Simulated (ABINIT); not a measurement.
**Run report: Ni3Si, geometry relaxation (part 1 of 4)**

Ni3Si (Pm-3m, 4 atoms in the cell), computed with Kohn-Sham DFT of a periodic cell, PBEsol, Ansatz PAW PBE default generated set, frozen core, spin-polarised (ABINIT 10.8.3).

The structure derives from an entry of the Crystallography Open Database.

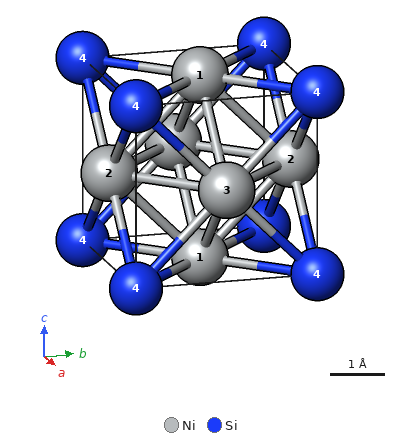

**Figure 1.** The input geometry (ball-and-stick view of the cell of the calculation, seen slightly off an axis; atoms are numbered from 1 in the order of the input). An atom can appear more than once, as a periodic image.

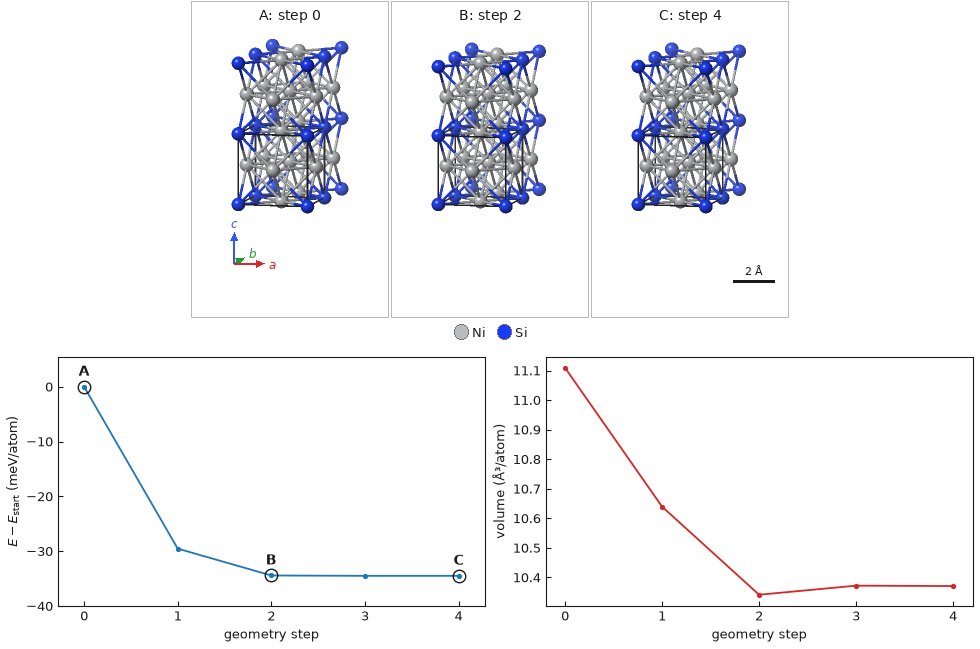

**Figure 2.** Frames of the relaxation (ball-and-stick view of the cell of the calculation, repeated 1 × 2 × 2, seen slightly off an axis) above the curves, on which the letters mark them (steps are counted from 0).

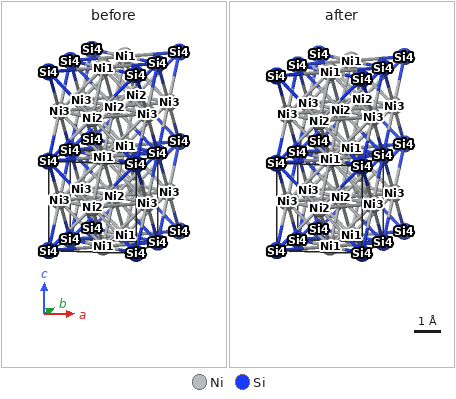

**Figure 3.** Before (left) and after (right) the relaxation, at one scale (ball-and-stick view of the cell of the calculation, repeated 1 × 2 × 2, seen slightly off an axis). Over 4 geometry steps the energy falls by 34.5 meV per atom. All forces vanish by symmetry, so only the cell relaxes. The atoms keep their places relative to the cell (all moves are under 0.005 Å). The drawn cell changes as follows: a = b = c 3.542 → 3.462 Å (−2.3 %); the volume changes by −6.6 %. Distances before and after: Ni1–Si4 2.505 → 2.448 Å, Ni1–Ni2 2.505 → 2.448 Å. The space group stays Pm-3m (No. 221). (Atoms are counted from 1 in the order of the input.)

The input that produced these results follows, with the program's output.

The input:
```
# Pseudopotentials
pp_dirpath "./"
pseudos "Ni.GGA_PBE-ansatz.xml, Si.GGA_PBE-ansatz.xml"

# Structure
acell 3*1.0
rprim
     6.6934099334     0.0000000000     0.0000000000
     0.0000000000     6.6934099334     0.0000000000
     0.0000000000     0.0000000000     6.6934099334
ntypat 2
znucl 28 14
natom 4
typat 1 1 1 2
chkprim 0
chksymtnons 0
tolsym 1.0e-6
xred
            1/2            1/2            0.0
            1/2            0.0            1/2
            0.0            1/2            1/2
            0.0            0.0            0.0

# Plane-wave basis
ecut 15.4
pawecutdg 30.8
pawxcdev 0
pawovlp -1
ecutsm 0.5

# k points
kptopt 1
ngkpt 6 6 6
nshiftk 1
shiftk 0.0 0.0 0.0

# Exchange and correlation
ixc -116133

# Bands and occupations
nband 36
occopt 3
tsmear 0.05 eV

# Spin
nsppol 2
spinat
     0.0000000000     0.0000000000     1.0000000000
     0.0000000000     0.0000000000     1.0000000000
     0.0000000000     0.0000000000     1.0000000000
     0.0000000000     0.0000000000     0.0000000000

# SCF cycle
nstep 80
tolvrs 1.0e-10

# Output
iomode 3
prteig 0
prtebands 0
prtwf 0
prtden 0

# Relaxation
ionmov 2
optcell 2
ntime 50
tolmxf 2.0e-5
dilatmx 1.08
```

Launch command:
```bash
abinit run.abi > log 2>&1
```

Output:
```
.Version 10.8.3 of ABINIT
 Symmetries : space group Pm -3 m (#221); Bravais cP (primitive cubic)
================================================================================
 Values of the parameters that define the memory need of the present run
     intxc =       0    ionmov =       2      iscf =      17    lmnmax =      31
     lnmax =       9     mgfft =      27  mpssoang =       4    mqgrid =    3001
     natom =       4  nloc_mem =       2    nspden =       2   nspinor =       1
    nsppol =       2      nsym =      48    n1xccc =       1    ntypat =       2
    occopt =       3   xclevel =       2
       mpw =        1103          nfft =       19683          nkpt =          20
 PAW method is used; the additional fine FFT grid is defined by:
   mgfftf=        40    nfftf =     64000
================================================================================
================================================================================

--------------------------------------------------------------------------------
------------- Echo of variables that govern the present computation ------------
--------------------------------------------------------------------------------
 -outvars: echo values of preprocessed input variables --------
            acell      1.0000000000E+00  1.0000000000E+00  1.0000000000E+00 Bohr
              amu      5.86900000E+01  2.80855000E+01
          chkprim           0
      chksymtnons           0
          dilatmx      1.08000000E+00
             ecut      1.54000000E+01 Hartree
           ecutsm      5.00000000E-01 Hartree
           ionmov           2
              ixc     -116133
         kptrlatt        6    0    0      0    6    0      0    0    6
          kptrlen      4.01604596E+01
            natom           4
            nband          36
            ngfft          27      27      27
          ngfftdg          40      40      40
             nkpt          20
           nspden           2
           nsppol           2
            nstep          80
             nsym          48
            ntime          50
           ntypat           2
           occopt           3
          optcell           2
        pawecutdg      3.08000000E+01 Hartree
          pawovlp     -1.0000000000E+00
         pawxcdev           0
           prtden           0
        prtebands           0
           prteig           0
            prtwf           0
            rprim      6.6934099334E+00  0.0000000000E+00  0.0000000000E+00
                       0.0000000000E+00  6.6934099334E+00  0.0000000000E+00
                       0.0000000000E+00  0.0000000000E+00  6.6934099334E+00
          spgroup         221
           spinat      0.0000000000E+00  0.0000000000E+00  1.0000000000E+00
                       0.0000000000E+00  0.0000000000E+00  1.0000000000E+00
                       0.0000000000E+00  0.0000000000E+00  1.0000000000E+00
                       0.0000000000E+00  0.0000000000E+00  0.0000000000E+00
           tolmxf      2.00000000E-05
           tolsym      1.00000000E-06
           tolvrs      1.00000000E-10
           tsmear      1.83746611E-03 Hartree
            typat      1  1  1  2
           useylm           1
           xangst      1.7709999988E+00  1.7709999988E+00  0.0000000000E+00
                       1.7709999988E+00  0.0000000000E+00  1.7709999988E+00
                       0.0000000000E+00  1.7709999988E+00  1.7709999988E+00
                       0.0000000000E+00  0.0000000000E+00  0.0000000000E+00
            xcart      3.3467049667E+00  3.3467049667E+00  0.0000000000E+00
                       3.3467049667E+00  0.0000000000E+00  3.3467049667E+00
                       0.0000000000E+00  3.3467049667E+00  3.3467049667E+00
                       0.0000000000E+00  0.0000000000E+00  0.0000000000E+00
             xred      5.0000000000E-01  5.0000000000E-01  0.0000000000E+00
                       5.0000000000E-01  0.0000000000E+00  5.0000000000E-01
                       0.0000000000E+00  5.0000000000E-01  5.0000000000E-01
                       0.0000000000E+00  0.0000000000E+00  0.0000000000E+00
            znucl       28.00000   14.00000

================================================================================

 chkinp: Checking input parameters for consistency.

================================================================================
== DATASET  1 ==================================================================

--- !DatasetInfo
iteration_state: {dtset: 1, }
dimensions: {natom: 4, nkpt: 20, mband: 36, nsppol: 2, nspinor: 1, nspden: 2, mpw: 1103, }
cutoff_energies: {ecut:  15.4, pawecutdg:  30.8, }
electrons: {nelect:   5.80000000E+01, charge:   0.00000000E+00, occopt:   3.00000000E+00, tsmear:   1.83746611E-03, }
meta: {optdriver: 0, ionmov: 2, optcell: 2, iscf: 17, paral_kgb: 0, }
...

 Real(R)+Recip(G) space primitive vectors, cartesian coordinates (Bohr,Bohr^-1):
 R(1)=  6.6934099  0.0000000  0.0000000  G(1)=  0.1494007  0.0000000  0.0000000
 R(2)=  0.0000000  6.6934099  0.0000000  G(2)=  0.0000000  0.1494007  0.0000000
 R(3)=  0.0000000  0.0000000  6.6934099  G(3)=  0.0000000  0.0000000  0.1494007
 Unit cell volume ucvol=  2.9987639E+02 bohr^3
 Angles (23,13,12)=  9.00000000E+01  9.00000000E+01  9.00000000E+01 degrees

 Coarse grid specifications (used for wave-functions):

 getcut: wavevector=  0.0000  0.0000  0.0000  ngfft=  27  27  27
         ecut(hartree)=     17.963   => boxcut(ratio)=   2.03599

 Fine grid specifications (used for densities):

 getcut: wavevector=  0.0000  0.0000  0.0000  ngfft=  40  40  40
         ecut(hartree)=     35.925   => boxcut(ratio)=   2.21487

 getcut : COMMENT -
  Note that boxcut > 2.2 ; recall that boxcut=Gcut(box)/Gcut(sphere) = 2
  is sufficient for exact treatment of convolution.
  Such a large boxcut is a waste : you could raise ecut
  e.g. ecut=   44.059026 Hartrees makes boxcut=2

--- Pseudopotential description ------------------------------------------------
- pspini: atom type   1  psp file is ./Ni.GGA_PBE-ansatz.xml
 Pseudopotential format is: paw10
 basis_size (lnmax)=  9 (lmn_size= 31), orbitals=   0   0   0   1   1   2   2   2   3
 Spheres core radius: rc_sph= 2.61160150
 Shapefunction is NUMERIC type: directly read from atomic data file
 Radius for shape functions =  2.61160150
 Compensation charge density is not taken into account in XC energy/potential

- pspini: atom type   2  psp file is ./Si.GGA_PBE-ansatz.xml
 Pseudopotential format is: paw10
 basis_size (lnmax)=  6 (lmn_size= 18), orbitals=   0   0   1   1   2   2
 Spheres core radius: rc_sph= 2.63805767
 Shapefunction is NUMERIC type: directly read from atomic data file
 Radius for shape functions =  2.63805767
 Compensation charge density is not taken into account in XC energy/potential

   4.04218896E+03                                ecore*ucvol(ha*bohr**3)
--------------------------------------------------------------------------------

================================================================================

=== [ionmov= 2] Broyden-Fletcher-Goldfarb-Shanno method (forces)
================================================================================

--- Iteration: ( 1/50) Internal Cycle: (1/1)
--------------------------------------------------------------------------------

---SELF-CONSISTENT-FIELD CONVERGENCE--------------------------------------------

--- !BeginCycle
iteration_state: {dtset: 1, itime: 1, icycle: 1, }
solver: {iscf: 17, nstep: 80, nline: 4, wfoptalg: 10, }
tolerances: {tolvrs: 1.00E-10, }
...

     iter   Etot(hartree)      deltaE(h)  residm     nres2   difmagsph maxmagsph
 ETOT  1  -513.85497065293    -5.139E+02 6.797E+00 1.360E+01 1.446E-01 1.446E-01
 ETOT  2  -516.33792598406    -2.483E+00 2.298E-01 2.664E+01 9.010E-02 1.325E-01
 ETOT  3  -516.37049264936    -3.257E-02 1.557E-01 4.411E+01 9.639E-02 1.063E-01
 ETOT  4  -516.33627389783     3.422E-02 2.729E-02 7.469E+00 4.911E-02 8.522E-02
 ETOT  5  -516.33497701346     1.297E-03 2.651E-02 1.902E+00 3.383E-02 5.347E-02
 ETOT  6  -516.33326109213     1.716E-03 4.309E-03 1.960E-01 2.654E-02 2.738E-02
 ETOT  7  -516.33388618238    -6.251E-04 4.515E-03 6.951E-02 9.644E-03 1.774E-02
 ETOT  8  -516.33389730854    -1.113E-05 2.381E-03 9.282E-03 8.678E-03 9.615E-03
 ETOT  9  -516.33390414409    -6.836E-06 1.278E-03 3.076E-03 7.207E-03 2.772E-03
 ETOT 10  -516.33390541932    -1.275E-06 1.238E-03 1.057E-04 2.351E-03 7.866E-04
 ETOT 11  -516.33390523403     1.853E-07 9.014E-04 4.121E-05 9.670E-04 7.252E-04
 ETOT 12  -516.33390530171    -6.768E-08 9.843E-04 8.537E-06 6.998E-04 2.185E-04
 ETOT 13  -516.33390529879     2.915E-09 8.366E-04 5.344E-07 7.352E-05 1.449E-04
 ETOT 14  -516.33390530975    -1.096E-08 7.875E-04 1.491E-06 1.038E-04 4.116E-05
 ETOT 15  -516.33390531014    -3.906E-10 8.343E-04 8.893E-09 3.576E-05 5.404E-06
 ETOT 16  -516.33390531025    -1.114E-10 6.573E-04 2.769E-08 4.266E-06 2.860E-06
 ETOT 17  -516.33390531025     5.571E-12 7.435E-04 1.118E-10 9.899E-07 2.108E-06
 ETOT 18  -516.33390531024     5.002E-12 5.367E-04 3.872E-12 2.238E-06 1.295E-07

 At SCF step   18       nres2   =  3.87E-12 < tolvrs=  1.00E-10 =>converged.

 Cartesian components of stress tensor (hartree/bohr^3)
  sigma(1 1)=  4.76576997E-04  sigma(3 2)=  0.00000000E+00
  sigma(2 2)=  4.76576997E-04  sigma(3 1)=  0.00000000E+00
  sigma(3 3)=  4.76576997E-04  sigma(2 1)=  0.00000000E+00

--- !ResultsGS
iteration_state: {dtset: 1, itime: 1, icycle: 1, }
comment   : Summary of ground state results
lattice_vectors:
- [  6.6934099,   0.0000000,   0.0000000, ]
- [  0.0000000,   6.6934099,   0.0000000, ]
- [  0.0000000,   0.0000000,   6.6934099, ]
lattice_lengths: [   6.69341,    6.69341,    6.69341, ]
lattice_angles: [ 90.000,  90.000,  90.000, ] # degrees, (23, 13, 12)
lattice_volume:   2.9987639E+02
convergence: {deltae:  5.002E-12, res2:  3.872E-12, residm:  5.367E-04, diffor: null, }
etotal    :  -5.16333905E+02
entropy   :   0.00000000E+00
fermie    :   3.82287938E-01
cartesian_stress_tensor: # hartree/bohr^3
- [  4.76576997E-04,   0.00000000E+00,   0.00000000E+00, ]
- [  0.00000000E+00,   4.76576997E-04,   0.00000000E+00, ]
- [  0.00000000E+00,   0.00000000E+00,   4.76576997E-04, ]
pressure_GPa:  -1.4021E+01
xred      :
- [  5.0000E-01,   5.0000E-01,   0.0000E+00, Ni]
- [  5.0000E-01,   0.0000E+00,   5.0000E-01, Ni]
- [  0.0000E+00,   5.0000E-01,   5.0000E-01, Ni]
- [  0.0000E+00,   0.0000E+00,   0.0000E+00, Si]
cartesian_forces: # hartree/bohr
- [ -0.00000000E+00,  -0.00000000E+00,  -0.00000000E+00, ]
- [ -0.00000000E+00,  -0.00000000E+00,  -0.00000000E+00, ]
- [ -0.00000000E+00,  -0.00000000E+00,  -0.00000000E+00, ]
- [ -0.00000000E+00,  -0.00000000E+00,  -0.00000000E+00, ]
force_length_stats: {min:   0.00000000E+00, max:   0.00000000E+00, mean:   0.00000000E+00, }
...

 Integrated electronic and magnetization densities in atomic spheres:
 ------------------------------------------------------------------------------------------------------------
 Radius=ratsph(iatom), smearing ratsm=  0.0000. Diff(up-dn)=approximate z local magnetic moment.
    Atom    Radius    up_density   dn_density  Total(up+dn)  Diff(up-dn)
    1 Ni   2.61160     9.108247     9.108247     18.216494    -0.000000
    2 Ni   2.61160     9.108247     9.108247     18.216494    -0.000000
    3 Ni   2.61160     9.108247     9.108247     18.216494    -0.000000
    4 Si   2.63806     1.826133     1.826133      3.652265    -0.000000
 ------------------------------------------------------------------------------------------------------------
  Sum:                29.150873    29.150873     58.301746    -0.000001
 Total magnetization (from the atomic spheres):               -0.000001
 Total magnetization (exact up - dn):                         -0.000001

---OUTPUT-----------------------------------------------------------------------
```
